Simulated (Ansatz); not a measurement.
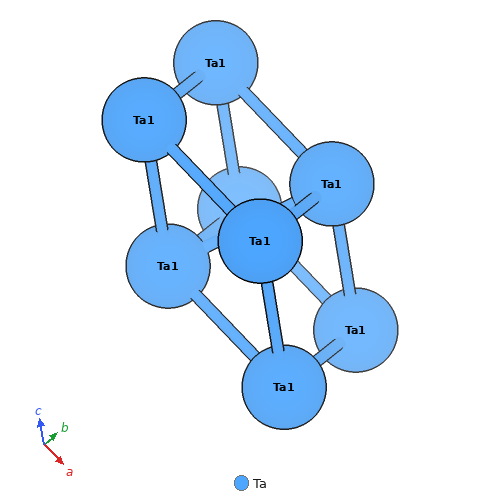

The system is Ta (Im-3m, No. 229; 1 atom in the cell); the picture shows the reference structure. The energy is mapped over volume and the cell's shape. First axis: volume per atom. Second axis: c/a of the conventional cell. Nothing is relaxed (symmetry fixes all fractional coordinates). The scan uses a 9 × 11 grid. Points are written as (first, second). Energies: meV/atom, counted from the lowest grid point. Computed with DFT PBE, scalar-relativistic, plane waves, PAW (Ansatz). Settings: cutoff 420 eV, k-mesh 20×20×20, gaussian smearing 0.15 eV, no spin polarisation.

Its coordinates:

```xyz
1
Lattice="-1.6595 1.6595 1.6595 1.6595 -1.6595 1.6595 1.6595 1.6595 -1.6595" Properties=species:S:1:pos:R:3 pbc="T T T"
Ta    0.0000    0.0000    0.0000
```

Range: volume per atom from 16.818 to 19.743 Å³; c/a of the conventional cell from 0.887 to 1.613.

> Predict the map.

The lowest grid point is at (18.280 Å³, 1.000) [bcc]. It is the only kind of minimum in the scanned range. The highest grid point, (16.818 Å³, 1.431), lies 392 meV/atom above the lowest.

| c/a of the conventional cell ↓, volume per atom → | 16.818 | 17.183 | 17.549 | 17.915 | 18.280 | 18.646 | 19.011 | 19.377 | 19.743 |
| --- | --- | --- | --- | --- | --- | --- | --- | --- | --- |
| 1.613 | 309 | 261 | 226 | 201 | 187 | 182 | 186 | 198 | 217 |
| 1.520 | 359 | 308 | 270 | 243 | 226 | 219 | 221 | 230 | 247 |
| 1.431 | 392 | 338 | 297 | 267 | 249 | 240 | 240 | 248 | 263 |
| 1.348 | 373 | 321 | 282 | 254 | 236 | 228 | 229 | 238 | 254 |
| 1.270 | 304 | 256 | 220 | 195 | 181 | 176 | 180 | 192 | 210 |
| 1.196 | 220 | 176 | 145 | 124 | 113 | 112 | 119 | 133 | 154 |
| 1.127 | 147 | 107 | 79 | 62 | 54 | 56 | 65 | 82 | 106 |
| 1.062 | 100 | 62 | 36 | 20 | 15 | 18 | 30 | 48 | 74 |
| 1.000 | 83 | 46 | 20 | 5 | 0 | 4 | 16 | 36 | 62 |
| 0.942 | 101 | 62 | 36 | 20 | 15 | 18 | 29 | 48 | 73 |
| 0.887 | 140 | 100 | 72 | 54 | 46 | 47 | 57 | 73 | 97 |

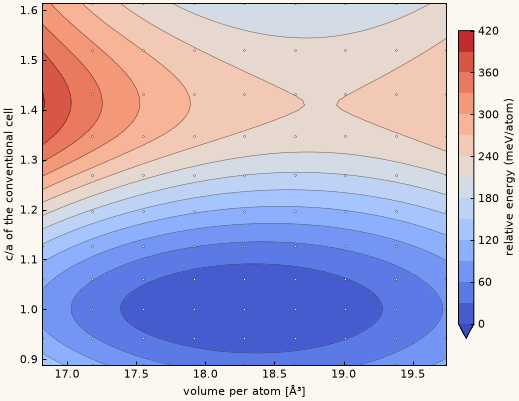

The picture shows filled contours, dots at the grid points. Between grid points the surface is interpolated.

Each point was launched as `ansatz run input.yaml --threads 1 --pin off --max-ram 2048MiB --backend cpu --events-out ev --progress --plain --runs-dir out`. The whole map (99 points run) took 5.2 min on 1 thread of AMD EPYC 9R45 96-Core Processor (Zen 5), with other jobs on the host.

PAW datasets: the set soft_1.
